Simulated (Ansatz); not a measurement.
# Σ5 (210) boundary in fcc Ir with Co (substitutional): structure and resistance

Aim: the relaxed structure and the specific resistance of the Σ5 (210) boundary in fcc Ir with Co (substitutional).

Main program and level: Ansatz 0.2.0; Ansatz plane-wave DFT, PBE, PAW files, collinear spin; relaxation of a bicrystal slab with its lowest layers held; PAW set soft_1, in the first sound run; inputs show where later runs differ.

### 1. Set-up

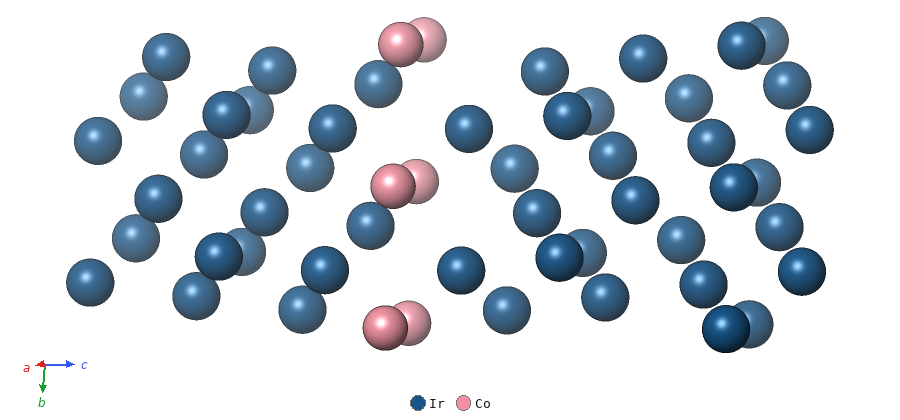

The cell as given, from the side, with the c axis across the page (iridium blue, cobalt pink). 1×2×1 cells are drawn. Some periodic images of atoms are drawn too.

The cell holds 21 atoms: 20 Ir and 1 Co. Cell: a = 4.702 Å, b = 3.839 Å, c = 29.029 Å, α = 90.0°, β = 90.0°, γ = 65.9°. It derives from Ir. built on the (2 1 0) plane; 2 overlapping atoms removed and the grains opened by 0 Å. Vacuum lies along c.

### 2. Relaxing the bicrystal

The boundary is built by mirroring the lower grain in the boundary plane and removing any atoms that overlap; then the Co is put in at the boundary. A thin bicrystal slab is relaxed first, with the lowest layers held and the upper grain free to shift and open.

Input file input.yaml:

```yaml
crystal:
  lattice:
    - [4.7022854592, 0.0, 0.0]
    - [1.5674284864, 3.5048766455, 0.0]
    - [0.0, 0.0, 29.0288347253]
  atoms:
    - { symbol: Ir, position: [0.6, 0.6999999999, 0.1722425322] }
    - { symbol: Ir, position: [0.2, 0.3999999999, 0.2018171241] }
    - { symbol: Ir, position: [0.8, 0.0999999999, 0.2313917159] }
    - { symbol: Ir, position: [0.4, 0.7999999999, 0.2609663078] }
    - { symbol: Ir, position: [0.0, 0.4999999999, 0.2905408997] }
    - { symbol: Ir, position: [0.6, 0.1999999999, 0.3201154915] }
    - { symbol: Ir, position: [0.2, 0.9, 0.3496900834] }
    - { symbol: Ir, position: [0.8, 0.6, 0.3792646753] }
    - { symbol: Ir, position: [0.4, 0.3, 0.4088392671] }
    - { symbol: Co, position: [0.0, 0.0, 0.438413859], spin: 2.0 }
    - { symbol: Ir, position: [0.8, 0.6, 0.4975630427] }
    - { symbol: Ir, position: [0.2, 0.9, 0.5271376346] }
    - { symbol: Ir, position: [0.6, 0.1999999999, 0.5567122264] }
    - { symbol: Ir, position: [0.0, 0.4999999999, 0.5862868183] }
    - { symbol: Ir, position: [0.4, 0.7999999999, 0.6158614102] }
    - { symbol: Ir, position: [0.8, 0.0999999999, 0.645436002] }
    - { symbol: Ir, position: [0.2, 0.3999999999, 0.6750105939] }
    - { symbol: Ir, position: [0.6, 0.6999999999, 0.7045851858] }
    - { symbol: Ir, position: [0.0, 0.9999999999, 0.7341597776] }
    - { symbol: Ir, position: [0.4000000001, 0.2999999998, 0.7637343695] }
    - { symbol: Ir, position: [0.8000000001, 0.5999999998, 0.7933089614] }
magnetization:
  spin_polarized: true
kpoints:
  mp_grid: { grid: [7, 7, 1] }
hamiltonian:
  xc: pbe
  pseudopotentials: { kind: paw, azcp: { folder: soft_1 } }
scf:
  occupations: { method: fermi_dirac, width: 0.1 }
relax:
  f_tol: 0.03
  max_steps: 80
  constraints: [{ sites: [0, 1, 2, 3] }]
```

On the command line:

```console
> ansatz run input.yaml --threads 4 --pin off --max-ram 15360MiB --backend cpu --events-out ev --progress --plain --runs-dir out
```

Numbers of over 12 decimals in the logs are rounded to 6 here.

Log:

```text
Engine: ansatz 0.2.0, x86_64-unknown-linux-gnu
Pseudopotentials: kind: paw
Pseudopotential: Ir, paw, valence charge 17, recommended cutoff 420 eV (normal), soft_1/Ir.paw.azcp
Pseudopotential: Co, paw, valence charge 17, recommended cutoff 420 eV (normal), soft_1/Co.paw.azcp
Functional definition: PBE
  parameter kappa = 0.804
  parameter beta = 0.066725
  exchange = pbe_x(kappa = kappa, mu = beta*pi^2/3)
  correlation = pbe_c(beta = beta)
Crystal: 21 atoms, lattice volume = 478.422 Å³
Basis set: ecut = 420 eV, 9349 PW (Γ), exchange–correlation on 64×54×400 points (8 copies of the dense FFT grid, shifted against one another)
Bands: 216, of which v1, the nominal top of the filled ones, is band 179 counted from 1 (178 counted from 0)
Symmetry: 2 space group operations
Space group: Cm (ITA 8), of the structure as read, at distance tolerance 7.8e-5 Å
Magnetic group: BNS 8.32 (UNI 39), of the structure as read, at distance tolerance 7.8e-5 Å
k-points: 16 of 49 (time reversal used)
Non-local potential: Ir, projectors of the file, l = 0: 3, l = 1: 2, l = 2: 2, l = 3: 1
Non-local potential: Co, projectors of the file, l = 0: 3, l = 1: 2, l = 2: 3, l = 3: 1
PAW form: soft (Blöchl's): semilocal exchange-correlation on the pseudo side does not see the compensation charge
PAW one-centre angular grid: Ir, 590 points (default); XC on 64 Gauss nodes
PAW one-centre angular grid: Co, 590 points (default); XC on 64 Gauss nodes
Initial density: superposition of atomic densities (neutral atoms: chi_scale 0, normalization atom)
Starting moments: Σ|m| = 2 μB on 1 of 21 sites
Initial wavefunctions: pseudopotential atomic-orbital guess
Functional: x = pbe(κ = 0.804, μ = 0.219515), c = pbe(β = 0.066725)
SCF iter   1: F=—  HF=-243855.461185 eV  |F-HF|=—  |Δ(HF+E_count)|=         —  Δρ=1.97e-2 (↑1.94e-2 ↓1.97e-2)  dr2=1.69e1  dr2_m=5.58e-2  M=1.993 μB ∫|m|=2.408 μB  β_m=0.30  ethr=3.10e-3  ⟨swp⟩=7.2  Hψ=27710  notcnv=0  defer=189
Mixer restart at iter 1: flushing history
preconditioner: auto → LDOS  [metal: Δε(μ)=0.002 eV  Ē_g=6.374 eV  σ=0.100 eV  W_gap=0.01  n_scr=130 (ndim 8)  ℏωp=23.3 eV  f_vac=0.299  D(μ)=25.39/eV (n_scr^D=240)]
spin=Collinear: LDOS preconditioning applied to the charge; magnetization (m = ρ↑ − ρ↓) channel mixes plain (no charge-response kernel on spin).
SCF iter   2: F=—  HF=-243853.728557 eV  |F-HF|=—  |Δ(HF+E_count)|=    1.73e0  Δρ=1.15e-2 (↑1.15e-2 ↓1.14e-2)  dr2=6.38e0  dr2_m=2.38e-2  M=1.964 μB ∫|m|=2.437 μB  β_m=0.46  ethr=3.10e-3  ⟨swp⟩=2.0  Hψ=8470  notcnv=0  defer=266
SCF iter   3: F=—  HF=-243853.585930 eV  |F-HF|=—  |Δ(HF+E_count)|=   1.43e-1  Δρ=3.88e-3 (↑3.75e-3 ↓3.88e-3)  dr2=2.56e-1  dr2_m=4.78e-3  M=1.897 μB ∫|m|=2.499 μB  β_m=0.73  ethr=1.79e-3  ⟨swp⟩=2.0  Hψ=10622  notcnv=0  defer=266
SCF iter   4: F=—  HF=-243853.656112 eV  |F-HF|=—  |Δ(HF+E_count)|=         —  Δρ=5.93e-3 (↑3.79e-3 ↓5.93e-3)  dr2=1.96e-1  dr2_m=8.31e-2  M=1.690 μB ∫|m|=2.335 μB  β_m=0.73  ethr=7.18e-5  ⟨swp⟩=3.0  Hψ=15080  notcnv=0  defer=267
SCF iter   5: F=—  HF=-243853.634792 eV  |F-HF|=—  |Δ(HF+E_count)|=   2.13e-2  Δρ=1.90e-3 (↑1.90e-3 ↓1.88e-3)  dr2=1.21e-2  dr2_m=1.48e-2  M=1.666 μB ∫|m|=2.337 μB  β_m=0.87  ethr=5.48e-5  ⟨swp⟩=2.2  Hψ=11164  notcnv=0  defer=254
SCF iter   6: F=—  HF=-243853.639785 eV  |F-HF|=—  |Δ(HF+E_count)|=   4.99e-3  Δρ=1.61e-3 (↑6.36e-4 ↓1.61e-3)  dr2=2.23e-2  dr2_m=2.01e-3  M=1.644 μB ∫|m|=2.317 μB  β_m=0.70  ethr=3.38e-6  ⟨swp⟩=3.0  Hψ=15856  notcnv=0  defer=251
SCF iter   7: F=—  HF=-243853.634531 eV  |F-HF|=—  |Δ(HF+E_count)|=   5.25e-3  Δρ=2.39e-4 (↑2.39e-4 ↓1.12e-4)  dr2=7.72e-4  dr2_m=6.81e-5  M=1.645 μB ∫|m|=2.324 μB  β_m=0.65  ethr=3.38e-6  ⟨swp⟩=2.1  Hψ=13104  notcnv=0  defer=254
SCF iter   8: F=—  HF=-243853.634591 eV  |F-HF|=—  |Δ(HF+E_count)|=   6.01e-5  Δρ=2.60e-4 (↑1.79e-4 ↓2.60e-4)  dr2=3.15e-4  dr2_m=1.91e-4  M=1.634 μB ∫|m|=2.317 μB  β_m=0.75  ethr=2.16e-7  ⟨swp⟩=2.3  Hψ=11590  notcnv=0  defer=254
SCF iter   9: F=—  HF=-243853.634567 eV  |F-HF|=—  |Δ(HF+E_count)|=   2.33e-5  Δρ=6.53e-5 (↑6.53e-5 ↓4.54e-5)  dr2=2.02e-5  dr2_m=1.09e-5  M=1.631 μB ∫|m|=2.318 μB  β_m=0.83  ethr=8.84e-8  ⟨swp⟩=2.0  Hψ=9744  notcnv=0  defer=254
SCF iter  10: F=—  HF=-243853.634571 eV  |F-HF|=—  |Δ(HF+E_count)|=   3.90e-6  Δρ=5.66e-5 (↑4.32e-5 ↓5.66e-5)  dr2=1.42e-5  dr2_m=9.07e-6  M=1.629 μB ∫|m|=2.320 μB  β_m=0.81  ethr=5.65e-9  ⟨swp⟩=2.8  Hψ=14899  notcnv=0  defer=254
SCF iter  11: F=—  HF=-243853.634571 eV  |F-HF|=—  |Δ(HF+E_count)|=   3.02e-7  Δρ=2.61e-5 (↑2.17e-5 ↓2.61e-5)  dr2=2.28e-6  dr2_m=2.14e-6  M=1.629 μB ∫|m|=2.322 μB  β_m=0.90  ethr=3.97e-9  ⟨swp⟩=2.1  Hψ=10046  notcnv=0  defer=254
SCF iter  12: F=-243853.634571 eV  HF=-243853.634572 eV  |F-HF|=3.39e-7  |Δ(HF+E_count)|=   6.18e-7  Δρ=1.28e-5 (↑1.07e-5 ↓1.28e-5)  dr2=6.51e-7  dr2_m=5.60e-7  M=1.628 μB ∫|m|=2.325 μB  ethr=6.37e-10  ⟨swp⟩=1.3  Hψ=21369  notcnv=0
SCF 1 converged in 12 iterations: F = -243853.634571 eV  dr2 = 6.51e-7
  greatest PAW one-centre occupation: 1.001 electrons in one spin orbital (limit 2), on the Co atom at site 9 (counted from 0), in its partial waves of l = 1
relax step   1: F+E_penalty+E_count = -243853.63457131 eV  Δ(F+E_penalty+E_count) = +0.000e0 eV  max|allowed force component| = 1.615e0 eV/Å  Δτ_max = 0.0000 Å  (12 SCF iters, dr2 threshold 2.25e-5 eV, accepted)
Initial density: handed on by an earlier stage of this run
Starting moments: Σ|m| = 2 μB on 1 of 21 sites; this step starts from the density that it was given
Initial wavefunctions: those handed on with the density
iter 1 solved again at ethr=1.24e-3 eV; its pass at ethr=3.10e-3 eV (dr2=4.42e0 eV) is discarded
SCF iter   1: F=—  HF=-243854.328609 eV  |F-HF|=—  |Δ(HF+E_count)|=         —  Δρ=8.96e-3 (↑8.96e-3 ↓7.87e-3)  dr2=4.43e0  dr2_m=7.09e-2  M=1.422 μB ∫|m|=2.123 μB  β_m=0.30  ethr=1.24e-3  ⟨swp⟩=1.0  Hψ=25932  notcnv=0  defer=226
preconditioner: auto → LDOS  [metal: Δε(μ)=0.004 eV  Ē_g=6.173 eV  σ=0.100 eV  W_gap=0.01  n_scr=130 (ndim 8)  ℏωp=23.3 eV  f_vac=0.306  D(μ)=25.77/eV (n_scr^D=244)]
spin=Collinear: LDOS preconditioning applied to the charge; magnetization (m = ρ↑ − ρ↓) channel mixes plain (no charge-response kernel on spin).
SCF iter   2: F=—  HF=-243854.257471 eV  |F-HF|=—  |Δ(HF+E_count)|=   7.11e-2  Δρ=6.13e-3 (↑6.13e-3 ↓5.62e-3)  dr2=2.13e0  dr2_m=4.40e-2  M=1.403 μB ∫|m|=2.103 μB  β_m=0.57  ethr=1.24e-3  ⟨swp⟩=1.4  Hψ=6928  notcnv=0  defer=247
SCF iter   3: F=—  HF=-243854.215058 eV  |F-HF|=—  |Δ(HF+E_count)|=   4.24e-2  Δρ=2.08e-3 (↑2.08e-3 ↓1.33e-3)  dr2=2.51e-2  dr2_m=1.07e-2  M=1.321 μB ∫|m|=2.020 μB  β_m=0.58  ethr=5.95e-4  ⟨swp⟩=1.3  Hψ=8209  notcnv=0  defer=271
[...]
relax step   5: F+E_penalty+E_count = -243855.11160082 eV  Δ(F+E_penalty+E_count) = -1.847e-1 eV  max|allowed force component| = 2.757e-1 eV/Å  Δτ_max = 0.1915 Å  (10 SCF iters, dr2 threshold 6.69e-6 eV, accepted)
relax step   6: F+E_penalty+E_count = -243855.18231634 eV  Δ(F+E_penalty+E_count) = -7.072e-2 eV  max|allowed force component| = 2.335e-1 eV/Å  Δτ_max = 0.1945 Å  (9 SCF iters, dr2 threshold 3.38e-5 eV, accepted)
relax step   7: F+E_penalty+E_count = -243855.21075128 eV  Δ(F+E_penalty+E_count) = -2.843e-2 eV  max|allowed force component| = 3.324e-1 eV/Å  Δτ_max = 0.2000 Å  (10 SCF iters, dr2 threshold 3.91e-5 eV, accepted)
relax step   8: F+E_penalty+E_count = -243855.24356903 eV  Δ(F+E_penalty+E_count) = -3.282e-2 eV  max|allowed force component| = 1.204e-1 eV/Å  Δτ_max = 0.1651 Å  (6 SCF iters, dr2 threshold 7.93e-5 eV, accepted)
relax step   9: F+E_penalty+E_count = -243855.25150146 eV  Δ(F+E_penalty+E_count) = -7.932e-3 eV  max|allowed force component| = 6.470e-2 eV/Å  Δτ_max = 0.0858 Å  (10 SCF iters, dr2 threshold 1.90e-6 eV, accepted)
relax step  10: F+E_penalty+E_count = -243855.25621202 eV  Δ(F+E_penalty+E_count) = -4.711e-3 eV  max|allowed force component| = 5.287e-2 eV/Å  Δτ_max = 0.1145 Å  (12 SCF iters, accepted)
relax step  11: F+E_penalty+E_count = -243855.26086499 eV  Δ(F+E_penalty+E_count) = -4.653e-3 eV  max|allowed force component| = 9.253e-2 eV/Å  Δτ_max = 0.1760 Å  (12 SCF iters, accepted)
relax step  12: F+E_penalty+E_count = -243855.26159842 eV  Δ(F+E_penalty+E_count) = -7.334e-4 eV  max|allowed force component| = 1.413e-1 eV/Å  Δτ_max = 0.0935 Å  (8 SCF iters, dr2 threshold 5.72e-6 eV, accepted)
relax step  13: F+E_penalty+E_count = -243855.26227304 eV  Δ(F+E_penalty+E_count) = -6.746e-4 eV  max|allowed force component| = 7.386e-2 eV/Å  Δτ_max = 0.0387 Å  (6 SCF iters, dr2 threshold 2.00e-5 eV, accepted)
relax step  14: F+E_penalty+E_count = -243855.26252484 eV  Δ(F+E_penalty+E_count) = -2.518e-4 eV  max|allowed force component| = 2.545e-2 eV/Å  Δτ_max = 0.0243 Å  (8 SCF iters, dr2 threshold 1.49e-6 eV, accepted)
iter 1 solved again at ethr=1.51e-12 eV; its pass at ethr=3.10e-3 eV (dr2=5.38e-9 eV) is discarded
SCF iter   1: F=—  HF=-243855.262526 eV  |F-HF|=—  |Δ(HF+E_count)|=         —  Δρ=1.45e-6 (↑1.45e-6 ↓1.23e-6)  dr2=5.23e-9  dr2_m=7.01e-9  M=1.536 μB ∫|m|=2.040 μB  β_m=0.65  ethr=1.51e-12  ⟨swp⟩=2.2  Hψ=23151  notcnv=0  defer=261
preconditioner: auto → LDOS  [metal: Δε(μ)=0.010 eV  Ē_g=6.342 eV  σ=0.100 eV  W_gap=0.03  n_scr=106 (ndim 8)  ℏωp=23.3 eV  f_vac=0.323  D(μ)=24.78/eV (n_scr^D=240)]
spin=Collinear: LDOS preconditioning applied to the charge; magnetization (m = ρ↑ − ρ↓) channel mixes plain (no charge-response kernel on spin).
SCF iter   2: F=—  HF=-243855.262526 eV  |F-HF|=—  |Δ(HF+E_count)|=   6.93e-9  Δρ=3.45e-6 (↑4.50e-7 ↓3.45e-6)  dr2=1.01e-7  dr2_m=1.26e-8  M=1.536 μB ∫|m|=2.040 μB  β_m=0.65  ethr=1.47e-12  ⟨swp⟩=2.8  Hψ=13269  notcnv=0  defer=261
SCF iter   3: F=-243855.262526 eV  HF=-243855.262526 eV  |F-HF|=5.68e-8  |Δ(HF+E_count)|=  8.73e-11  Δρ=2.57e-6 (↑3.45e-7 ↓2.57e-6)  dr2=6.14e-8  dr2_m=7.85e-9  M=1.536 μB ∫|m|=2.040 μB  ethr=1.47e-12  ⟨swp⟩=1.5  Hψ=20245  notcnv=0
SCF 15 converged in 3 iterations: F = -243855.262526 eV  dr2 = 6.14e-8
relax step  15: F+E_penalty+E_count = -243855.26252595 eV  Δ(F+E_penalty+E_count) = -1.106e-6 eV  max|allowed force component| = 2.545e-2 eV/Å  Δτ_max = 0.0000 Å  (3 SCF iters, accepted)
SCF converged after 3 iterations
Magnetization: 1.5360 μB (179.2680 up, 177.7320 down)
Absolute magnetization: 2.0448 μB (∫|ρ↑−ρ↓|, with the PAW one-centre terms)
Spin contamination: 0.5349 ħ² per cell (⟨S²⟩ above its minimum at these occupations)
Per-site moments (μB) at R_I (Å): [(-0.029194, 1.119882), (0.010249, 1.119882), (0.00271328, 1.119882), (-0.017361, 1.116624), (-0.016005, 1.117355), (-0.032407, 1.110353), (0.050708, 1.038965), (0.060489, 1.045369), (0.086372, 1.080287), (1.302246, 0.956732), (0.059937, 1.131543), (0.084673, 0.956732), (-0.00190365, 1.082559), (-0.00933847, 1.085308), (-0.00647723, 1.098660), (-0.00957212, 1.111252), (-0.00844009, 1.115441), (0.00904054, 1.073613), (0.00162683, 1.081798), (0.00146367, 1.105830), (0.010881, 1.073613)]
Free energy (F): -243855.262526 eV
Harris-Foulkes:  -243855.262526 eV  (|F-HF|=5.68e-8)
Internal energy: -243854.438009 eV  (E = F + TS)
E sigma→0 (E₀):  -243854.850268 eV
Entropy (-TS):   -0.824517 eV (-39.263 meV/atom)
Fermi energy:    13.680053 eV
--- Per-component energies (eV) ---
  E_band       = -5994.923822
  E_kinetic    = 11072.585195
  E_local      = -474022.784137  (includes V_loc(G=0)·N_el)
  E_nonlocal   = 4235.885148
  E_hartree    = 232060.635891
  E_xc         = -4684.901227
  E_vxc        = -5235.712581  (∫ρ·V_xc dr)
  E_paw        = -186875.229628  (= ΣΔE_a)
  E_vpaw       = -6166.263900  (= ΣTr[D̂ρ^β])
  E_aug_tail   = 0.007050  (compensation charges beyond the density's cutoff)
  E_ewald      = 174359.363699
  E_smearing   = -0.824517  (= −TS)
  E_closure    = -0.000000  (closes the sum)
  Σ components = -243855.262526   (vs F -243855.262526, Δ=0.00e0)
--- Forces (eV/Å), atoms counted from 1 ---
  atom   1  Ir    -0.09595773     0.04291360     1.60669221
  atom   2  Ir     0.14307008    -0.06398289    -0.13444592
  atom   3  Ir     0.10094967    -0.04514607    -0.90274511
  atom   4  Ir    -0.15412944     0.06892878    -0.57478122
  atom   5  Ir     0.00539707    -0.00241364     0.00052619
  atom   6  Ir     0.01114871    -0.00498586     0.00780980
  atom   7  Ir    -0.00198196     0.00088636     0.01381080
  atom   8  Ir    -0.01013699     0.00453340     0.00244185
  atom   9  Ir    -0.00832527     0.00372318     0.00999244
  atom  10  Co     0.00402763    -0.00180121    -0.02545071
  atom  11  Ir     0.00845372    -0.00378062     0.00739765
  atom  12  Ir     0.00146816    -0.00065658    -0.01129221
  atom  13  Ir     0.00180599    -0.00080766     0.00328623
  atom  14  Ir    -0.00122206     0.00054652    -0.00394745
  atom  15  Ir     0.00139717    -0.00062483    -0.00343995
  atom  16  Ir    -0.00150579     0.00067341     0.00054049
  atom  17  Ir    -0.00253682     0.00113450     0.00043242
  atom  18  Ir    -0.00209222     0.00093567     0.00073757
  atom  19  Ir    -0.00041792     0.00018690     0.00251847
  atom  20  Ir     0.00038906    -0.00017400    -0.00081730
  atom  21  Ir     0.00018654    -0.00008343     0.00073170
  max |Σ_I F_I| component: 1.24e-5 eV/Å
--- Relaxed structure (15 steps of the walk, 15 accepted, 0 SCFs on fresh bases) ---
  F+E_penalty+E_count = -243855.26252595 eV   max|allowed force component| = 2.545e-2 eV/Å
  atoms:
    - { symbol: Ir, position: [0.600000, 0.700000, 0.1722425322] }
    - { symbol: Ir, position: [0.200000, 0.4, 0.2018171241] }
    - { symbol: Ir, position: [0.8, 0.100000, 0.231392] }
    - { symbol: Ir, position: [0.400000, 0.8, 0.2609663078] }
    - { symbol: Ir, position: [-0.00252971, 0.501265, 0.290991] }
    - { symbol: Ir, position: [0.599528, 0.200236, 0.321063] }
    - { symbol: Ir, position: [0.204692, 0.897654, 0.349632] }
    - { symbol: Ir, position: [0.803748, 0.598126, 0.381741] }
    - { symbol: Ir, position: [0.404837, 0.297581, 0.410343] }
    - { symbol: Co, position: [-0.00109652, 0.00054826, 0.430886] }
    - { symbol: Ir, position: [0.573572, 0.713214, 0.473063] }
    - { symbol: Ir, position: [-0.026983, 1.013491, 0.510693] }
    - { symbol: Ir, position: [0.383242, 0.308379, 0.534513] }
    - { symbol: Ir, position: [-0.221304, 0.610652, 0.565610] }
    - { symbol: Ir, position: [0.181719, 0.909141, 0.597098] }
    - { symbol: Ir, position: [0.576625, 0.211688, 0.625888] }
    - { symbol: Ir, position: [-0.026627, 0.513313, 0.655250] }
    - { symbol: Ir, position: [0.372218, 0.813891, 0.686154] }
    - { symbol: Ir, position: [-0.219197, 1.109598, 0.716898] }
    - { symbol: Ir, position: [0.177668, 0.411166, 0.744650] }
    - { symbol: Ir, position: [0.576843, 0.711579, 0.770553] }
```

The job ended after 39 min (4 threads of Intel Xeon Platinum 8259CL at 2.50GHz (Skylake/Cascade Lake), shared host; peak memory 3.7 GiB).

(Part 1 of 2 ends here.)

[Logs are printed without paths, hosts, clocks, repeated set-up lines and the standing remarks that a program may print on its own settings, such as how far it seeks lower states.]

[Hosts, paths, dates, database ids (printed as entryN), source tags and the programs' standing remarks are cut or masked in the printed files.]
